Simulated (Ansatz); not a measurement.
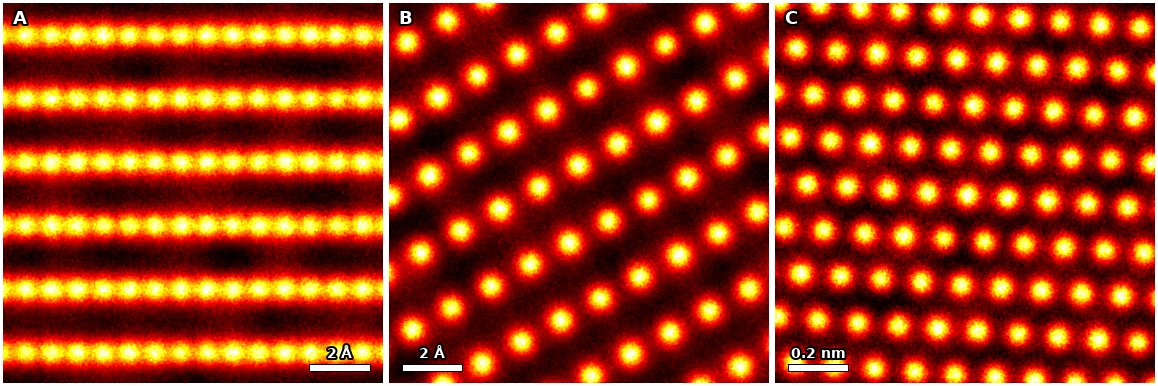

Three views of Rh (Im-3m, No. 229) along different zone axes. Simulated as the projected potential of neutral atoms (B = 0.5 Å²) blurred by a 0.50 Å probe, the thin-sample limit of integrated differential phase contrast. Shot noise and the speckle of an amorphous layer were added. Structure used: a calculation's starting geometry; the starting structure was generated, so it need not be a known form of this composition.

Space group Im-3m (No. 229). a = 3.073 Å, b = 3.073 Å, c = 3.073 Å, α = 90.00°, β = 90.00°, γ = 90.00°
| atom | site | symmetry | x | y | z |
| --- | --- | --- | --- | --- | --- |
| Rh | 2a | m-3m | 0.0000 | 0.0000 | 0.0000 |

### Match the panels to the zone axes [110], [210] and [211].

A is [211]: projected cell 0.89 × 2.17 Å, 90°, plane group p2mm. B is [110]: projected cell 1.54 × 2.17 Å, 90°, plane group p2mm. C is [210]: projected cell 1.37 × 1.68 Å, 114°, plane group c2mm.
